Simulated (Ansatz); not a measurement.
**Single-point calculation of Ti3O (part 1 of 2)**

System: Ti3O (P6₃/mcm, 8 atoms in the cell).
Method: DFT r2SCAN, scalar-relativistic, plane waves, PAW, spin-polarised (Ansatz 0.2.0).

The structure derives from a Materials Project entry. It belongs to a series of runs on one base structure; here: structure listed in a database for this formula (P6_3/mcm, No. 193). Figures and captions count atoms from 1; the log counts them from 0 in places.

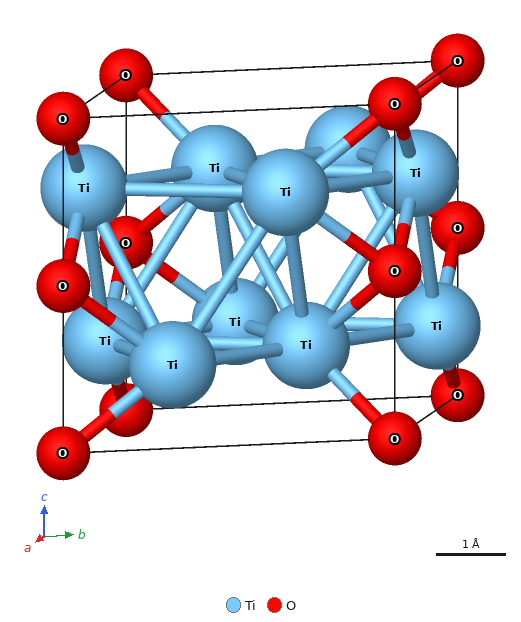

**Figure 1.** The structure as given in the input (ball-and-stick view of the cell of the calculation, seen slightly off an axis).

Summary

```json
{"quantity": "outcome", "value": "converged"}
{"quantity": "space group (tolerance 0.01 Å)", "value": "P6₃/mcm (193)"}
{"quantity": "electrons treated", "value": "84"}
{"quantity": "free energy", "value": "−16169.5941 eV"}
{"quantity": "Fermi energy", "value": "14.105 eV"}
{"quantity": "gap on the k-point mesh", "value": "none (metallic)"}
{"quantity": "net moment of the cell", "value": "0.00 μB"}
{"quantity": "integrated absolute moment", "value": "0.00 μB"}
{"quantity": "pressure", "value": "−2.35 GPa"}
{"quantity": "largest force (length of the vector)", "value": "0.241 eV/Å"}
{"quantity": "hardware", "value": "1 thread of Intel Xeon (Granite Rapids), 192 GiB of memory available, shared host"}
{"quantity": "wall time", "value": "42 s"}
{"quantity": "peak memory", "value": "0.81 GiB"}
```

Remarks

The electronic state found may not be the lowest one. Warnings of the run: some starting moments were not kept; the state was not tested for a lower one.

The input
```yaml
crystal:
  lattice:
    - [5.1268456201, 0.0, 0.0]
    - [-2.5634228101, 4.4399785483, 0.0]
    - [0.0, 0.0, 4.911188]
  atoms:
    - { symbol: Ti, position: [0.0, 0.670293, 0.75], spin: 1.0 }
    - { symbol: Ti, position: [0.0, 0.329707, 0.25], spin: 1.0 }
    - { symbol: Ti, position: [0.670293, 0.0, 0.75], spin: 1.0 }
    - { symbol: Ti, position: [0.670293, 0.670293, 0.25], spin: 1.0 }
    - { symbol: Ti, position: [0.329707, 0.329707, 0.75], spin: 1.0 }
    - { symbol: Ti, position: [0.329707, 0.0, 0.25], spin: 1.0 }
    - { symbol: O, position: [0.0, 0.0, 0.5] }
    - { symbol: O, position: [0.0, 0.0, 0.0] }
basis:
  ecutwfc: 500
kpoints:
  mp_grid: { grid: [6, 6, 4] }
hamiltonian:
  xc: r2scan
scf:
  occupations: { method: gaussian, width: 0.1 }
  lower_state_search: "off"
output:
  forces: true
  stress: true
  eigenvalues: true
  populations: true
magnetization:
  spin_polarized: true
```

Run as:
```bash
ansatz run input.yaml --threads 1 --pin off --max-ram 2560MiB --backend cpu --events-out ev --progress --plain --runs-dir out
```

The program's output
```
Engine: ansatz 0.2.0, x86_64-unknown-linux-gnu
Pseudopotentials: kind: paw
Pseudopotential: Ti, paw, valence charge 12, recommended cutoff 500 eV (meta_gga), Ti.paw.azcp
Pseudopotential: O, paw, valence charge 6, recommended cutoff 500 eV (meta_gga), O.paw.azcp
Functional definition: r2SCAN
  parameter k0 = 0.174
  parameter k1 = 0.065
  parameter a1 = 4.9479
  exchange = r2scan_x(k0 = k0, k1 = k1, a1 = a1)
  correlation = r2scan_c
Crystal: 8 atoms, lattice volume = 111.794 Å³
Basis set: ecut = 500 eV, 2861 PW (Γ), exchange–correlation on 160×160×144 points (64 copies of the dense FFT grid, shifted against one another)
Bands: 54, of which v1, the nominal top of the filled ones, is band 42 counted from 1 (41 counted from 0)
Symmetry: 24 space group operations
Space group: P63/mcm (ITA 193), of the structure as read, at distance tolerance 4.8e-5 Å
Magnetic group: BNS 193.253 (UNI 1483), of the structure as read, at distance tolerance 4.8e-5 Å
k-points: 21 of 144
Non-local potential: Ti, projectors of the file, l = 0: 3, l = 1: 2, l = 2: 3, l = 3: 1
Non-local potential: O, projectors of the file, l = 0: 2, l = 1: 2, l = 2: 1
PAW form: soft (Blöchl's): semilocal exchange-correlation on the pseudo side does not see the compensation charge
PAW frozen core: Ti, regenerated for the run's functional (the file was generated under x = pbe(κ = 0.804, μ = 0.2195149727645171), c = pbe(β = 0.06672455060314922))
PAW frozen core: O, regenerated for the run's functional (the file was generated under x = pbe(κ = 0.804, μ = 0.2195149727645171), c = pbe(β = 0.06672455060314922))
PAW one-centre angular grid: Ti, 590 points (default); XC on 160 Gauss nodes
PAW one-centre angular grid: O, 302 points (default); XC on 160 Gauss nodes
Initial density: superposition of atomic densities (chi_scale 0.1, normalization cell, long waves kept (reshape's long-wave potential 0.07 eV rms))
Starting moments: Σ|m| = 6 μB on 6 of 8 sites
Initial wavefunctions: pseudopotential atomic-orbital guess
Functional: x = r2scan, c = r2scan; τ floored in thin density (d = 2e-4 eV/Å³)
SCF iter   1: F=-16146.360671 eV  HF=-16173.833268 eV  |F-HF|=2.75e1  |Δ(HF+E_count)|=         —  Δρ=8.32e-2 (↑8.32e-2 ↓7.39e-2)  dr2=3.18e1  dr2_τ=1.95e-1  dr2_m=1.98e0  M=2.221 μB ∫|m|=2.533 μB  β_m=0.30  ethr=3.10e-3  ⟨swp⟩=5.3  Hψ=9021  notcnv=0
preconditioner: auto → Kerker (q_TF=auto, 2.601 Å⁻¹)  [metal: Δε(μ)=0.036 eV  Ē_g=6.243 eV  σ=0.100 eV  W_gap=0.20  n_scr=28 (ndim 8)  ℏωp=21.1 eV  f_vac=0.000  D(μ)=8.24/eV (n_scr^D=82)]
spin=Collinear: Kerker preconditioning applied to the charge; magnetization (m = ρ↑ − ρ↓) channel mixes plain (no charge-response kernel on spin).
SCF iter   2: F=-16164.444394 eV  HF=-16170.323356 eV  |F-HF|=5.88e0  |Δ(HF+E_count)|=    3.51e0  Δρ=5.04e-2 (↑5.04e-2 ↓3.68e-2)  dr2=8.36e0  dr2_τ=8.88e-2  dr2_m=1.30e0  M=1.702 μB ∫|m|=1.960 μB  β_m=0.30  ethr=3.10e-3  ⟨swp⟩=3.0  Hψ=4384  notcnv=0  defer=181  κ⁻¹=1.0e0(r=1)
SCF iter   3: F=-16168.197478 eV  HF=-16169.677208 eV  |F-HF|=1.48e0  |Δ(HF+E_count)|=   6.46e-1  Δρ=3.53e-2 (↑3.53e-2 ↓2.75e-2)  dr2=2.84e0  dr2_τ=3.22e-2  dr2_m=7.86e-1  M=1.416 μB ∫|m|=1.625 μB  β_m=0.30  ethr=3.10e-3  ⟨swp⟩=2.1  Hψ=3828  notcnv=0  defer=177  κ⁻¹=1.7e-2(r=2)
SCF iter   4: F=-16169.375767 eV  HF=-16169.317736 eV  |F-HF|=5.80e-2  |Δ(HF+E_count)|=   3.59e-1  Δρ=2.70e-2 (↑1.91e-2 ↓2.70e-2)  dr2=3.27e-1  dr2_τ=1.87e-2  dr2_m=4.45e-1  M=1.251 μB ∫|m|=1.414 μB  β_m=0.30  ethr=3.10e-3  ⟨swp⟩=2.8  Hψ=3845  notcnv=0  defer=161  κ⁻¹=9.5e-4(r=3)
SCF iter   5: F=-16169.429549 eV  HF=-16169.404659 eV  |F-HF|=2.49e-2  |Δ(HF+E_count)|=   8.69e-2  Δρ=1.78e-2 (↑1.75e-2 ↓1.78e-2)  dr2=1.34e-1  dr2_τ=8.50e-3  dr2_m=3.03e-1  M=0.990 μB ∫|m|=1.141 μB  β_m=0.30  ethr=3.90e-4  ⟨swp⟩=2.6  Hψ=4454  notcnv=0  defer=151  κ⁻¹=9.3e-5(r=4)
SCF iter   6: F=-16169.534034 eV  HF=-16169.446785 eV  |F-HF|=8.72e-2  |Δ(HF+E_count)|=   4.21e-2  Δρ=1.44e-2 (↑1.38e-2 ↓1.44e-2)  dr2=9.49e-3  dr2_τ=3.80e-3  dr2_m=1.99e-1  M=0.795 μB ∫|m|=0.927 μB  β_m=0.30  ethr=1.60e-4  ⟨swp⟩=2.0  Hψ=3110  notcnv=0  defer=151  κ⁻¹=3.9e-5(r=5)
SCF iter   7: F=-16169.557134 eV  HF=-16169.498772 eV  |F-HF|=5.84e-2  |Δ(HF+E_count)|=   5.20e-2  Δρ=1.20e-2 (↑1.20e-2 ↓1.09e-2)  dr2=2.35e-3  dr2_τ=2.31e-3  dr2_m=1.34e-1  M=0.625 μB ∫|m|=0.745 μB  β_m=0.30  ethr=1.13e-5  ⟨swp⟩=2.5  Hψ=4251  notcnv=0  defer=145  κ⁻¹=4.3e-6(r=6)
SCF iter   8: F=-16169.570332 eV  HF=-16169.530255 eV  |F-HF|=4.01e-2  |Δ(HF+E_count)|=   3.15e-2  Δρ=9.38e-3 (↑9.17e-3 ↓9.38e-3)  dr2=2.66e-4  dr2_τ=1.36e-3  dr2_m=8.81e-2  M=0.497 μB ∫|m|=0.606 μB  β_m=0.47  ethr=2.80e-6  ⟨swp⟩=2.5  Hψ=4236  notcnv=0  defer=145
Mixer restart at iter 8: flushing history
spin-set hold released at iteration 8 (site moments contracting): the magnetisation degrees of freedom join the quasi-Newton model from the next iteration; the mixer history was flushed
SCF iter   9: F=-16169.580069 eV  HF=-16169.557916 eV  |F-HF|=2.22e-2  |Δ(HF+E_count)|=   2.77e-2  Δρ=6.15e-3 (↑6.12e-3 ↓6.15e-3)  dr2=1.85e-4  dr2_τ=6.29e-4  dr2_m=3.84e-2  M=0.375 μB ∫|m|=0.469 μB  β_m=1.20  ethr=3.17e-7  ⟨swp⟩=2.5  Hψ=4177  notcnv=0  defer=145  κ⁻¹=1.0e0(r=1)
SCF iter  10: F=-16169.592409 eV  HF=-16169.583314 eV  |F-HF|=9.10e-3  |Δ(HF+E_count)|=   2.54e-2  Δρ=5.42e-4 (↑5.42e-4 ↓3.55e-4)  dr2=1.81e-4  dr2_τ=1.38e-5  dr2_m=1.34e-4  M=0.115 μB ∫|m|=0.157 μB  β_m=1.20  ethr=2.20e-7  ⟨swp⟩=3.0  Hψ=4795  notcnv=0  defer=145  κ⁻¹=3.1e-3(r=2)
SCF iter  11: F=-16169.593414 eV  HF=-16169.589407 eV  |F-HF|=4.01e-3  |Δ(HF+E_count)|=   6.09e-3  Δρ=3.47e-4 (↑3.47e-4 ↓2.67e-4)  dr2=8.56e-5  dr2_τ=3.21e-6  dr2_m=6.05e-5  M=0.074 μB ∫|m|=0.096 μB  β_m=1.20  ethr=2.15e-7  ⟨swp⟩=2.7  Hψ=4162  notcnv=0  defer=145  κ⁻¹=7.5e-4(r=3)
SCF iter  12: F=-16169.593965 eV  HF=-16169.593192 eV  |F-HF|=7.73e-4  |Δ(HF+E_count)|=   3.79e-3  Δρ=1.16e-4 (↑1.16e-4 ↓1.11e-4)  dr2=2.72e-5  dr2_τ=3.64e-7  dr2_m=3.51e-6  M=0.026 μB ∫|m|=0.034 μB  β_m=1.20  ethr=1.02e-7  ⟨swp⟩=3.0  Hψ=4216  notcnv=0  defer=151  κ⁻¹=1.6e-4(r=4)
SCF iter  13: F=-16169.594055 eV  HF=-16169.594041 eV  |F-HF|=1.36e-5  |Δ(HF+E_count)|=   8.50e-4  Δρ=4.25e-5 (↑4.25e-5 ↓3.87e-5)  dr2=6.15e-6  dr2_τ=8.18e-8  dr2_m=3.83e-7  M=-0.003 μB ∫|m|=0.004 μB  β_m=1.20  ethr=3.23e-8  ⟨swp⟩=3.0  Hψ=4257  notcnv=0  defer=153  κ⁻¹=2.8e-5(r=5)
SCF iter  14: F=-16169.594052 eV  HF=-16169.594004 eV  |F-HF|=4.73e-5  |Δ(HF+E_count)|=   3.70e-5  Δρ=2.88e-5 (↑2.88e-5 ↓2.14e-5)  dr2=1.90e-6  dr2_τ=3.10e-8  dr2_m=3.07e-7  M=-0.007 μB ∫|m|=0.009 μB  β_m=1.06  ethr=7.32e-9  ⟨swp⟩=2.0  Hψ=3960  notcnv=0  defer=153  κ⁻¹=8.2e-6(r=6)
SCF iter  15: F=-16169.594055 eV  HF=-16169.594025 eV  |F-HF|=2.98e-5  |Δ(HF+E_count)|=   2.06e-5  Δρ=1.80e-5 (↑1.68e-5 ↓1.80e-5)  dr2=4.92e-7  dr2_τ=1.28e-8  dr2_m=1.95e-7  M=-0.005 μB ∫|m|=0.007 μB  β_m=1.20  ethr=2.27e-9  ⟨swp⟩=2.0  Hψ=3893  notcnv=0  defer=153  κ⁻¹=2.5e-6(r=7)
SCF iter  16: F=-16169.594058 eV  HF=-16169.594055 eV  |F-HF|=2.71e-6  |Δ(HF+E_count)|=   3.05e-5  Δρ=8.37e-6 (↑6.33e-6 ↓8.37e-6)  dr2=7.91e-8  dr2_τ=2.91e-9  dr2_m=2.59e-8  M=-0.001 μB ∫|m|=0.002 μB  β_m=0.46  ethr=1.19e-10  ⟨swp⟩=10.3  Hψ=11084  notcnv=0  κ⁻¹=4.6e-7(r=8)
SCF iter  17: F=-16169.594059 eV  HF=-16169.594058 eV  |F-HF|=3.15e-7  |Δ(HF+E_count)|=   2.71e-6  Δρ=4.51e-6 (↑3.26e-6 ↓4.51e-6)  dr2=2.58e-8  dr2_τ=1.00e-9  dr2_m=4.43e-9  M=-0.000 μB ∫|m|=0.000 μB  β_m=1.18  ethr=9.42e-11  ⟨swp⟩=5.1  Hψ=7952  notcnv=0  κ⁻¹=1.3e-7(r=8)
SCF iter  18: F=-16169.594059 eV  HF=-16169.594058 eV  |F-HF|=3.55e-7  |Δ(HF+E_count)|=   3.56e-8  Δρ=1.83e-6 (↑1.83e-6 ↓1.78e-6)  dr2=2.19e-9  dr2_τ=1.89e-10  dr2_m=2.47e-9  M=0.001 μB ∫|m|=0.001 μB  β_m=1.20  ethr=3.07e-11  ⟨swp⟩=4.6  Hψ=7132  notcnv=0  κ⁻¹=1.2e-5(r=8)
SCF iter  19: F=-16169.594059 eV  HF=-16169.594058 eV  |F-HF|=2.14e-7  |Δ(HF+E_count)|=   1.56e-7  Δρ=1.24e-6 (↑1.19e-6 ↓1.24e-6)  dr2=8.68e-10  dr2_τ=8.03e-11  dr2_m=1.12e-9  M=0.000 μB ∫|m|=0.001 μB  β_m=1.20  ethr=2.61e-12  ⟨swp⟩=3.0  Hψ=4712  notcnv=0  κ⁻¹=5.1e-6(r=8)
iter 20 did not close the SCF: its close was put off for a magnetic moment that had not settled (scf_convergence_deferred on its scf_iter line)
SCF iter  20: F=-16169.594059 eV  HF=-16169.594058 eV  |F-HF|=4.32e-8  |Δ(HF+E_count)|=   1.90e-7  Δρ=6.81e-7 (↑5.87e-7 ↓6.81e-7)  dr2=2.76e-10  dr2_τ=2.34e-11  dr2_m=3.11e-10  M=0.000 μB ∫|m|=0.000 μB  β_m=0.30  ethr=1.03e-12  ⟨swp⟩=3.1  Hψ=4914  notcnv=0  κ⁻¹=5.1e-6(r=8)
SCF iter  21: F=-16169.594059 eV  HF=-16169.594059 eV  |F-HF|=2.29e-9  |Δ(HF+E_count)|=   4.58e-8  Δρ=3.20e-7 (↑2.85e-7 ↓3.20e-7)  dr2=5.01e-11  dr2_τ=3.64e-12  dr2_m=7.43e-11  M=-0.000 μB ∫|m|=0.000 μB  ethr=1.00e-12  ⟨swp⟩=1.0  Hψ=6781  notcnv=0
WARN: the starting moments were not kept: the SCF closed with an absolute magnetisation of 5.7e-5 μB, where they sum to 6 μB in size (6 sites). That is at most 0.1 of that sum. Measured as dr2_m measures the in/out step, that magnetisation stands 1.9e-10 eV from none, at or under the dr2_threshold of 1.0e-7 eV: it is no larger than a step whose dr2_m would equal this threshold. The system may hold no moment; this SCF shows only that its start led to no more than that. To try another start: raise the starting moments (crystal.atoms[].spin, magnetization.per_species, magnetization.initial_magnetization, or on a non-collinear deck that types none of these the spinor_matrix: blocks that start its atoms; where the total moment is fixed, keep their sum and leave initial_magnetization as it is; typed ones take the place of any that the run laid by itself, positive ones on a crystal's lanthanoids without a Hubbard term where scf.initial_density.shell_occupations: [] is typed) or, if the notice of its spin-set hold's release reads "site moments contracting" or "site moments show no strong build", lengthen the hold (scf.mixing.spin_hold: { on: { confirm: 4 } }; for m-r²SCAN on two components see the key's manual first). Each may lead to a state that holds a moment. A second SCF, from the converged charge density, with the starting moments and any scf.initial_density.shell_occupations laid on it anew, would have followed, and was not run: the deck does not ask for one (magnetization.retry_lost_moments is false, the default). To let it run, set magnetization.retry_lost_moments: true and run the deck again, where that key's refused combinations let it; where memory then withholds it, that run's warning says so.
SCF 1 converged in 21 iterations: F = -16169.594059 eV  dr2 = 5.01e-11
  greatest PAW one-centre occupation: 1.002 electrons in one spin orbital (limit 2), on the Ti atom at site 5 (counted from 0), in its partial waves of l = 1
```
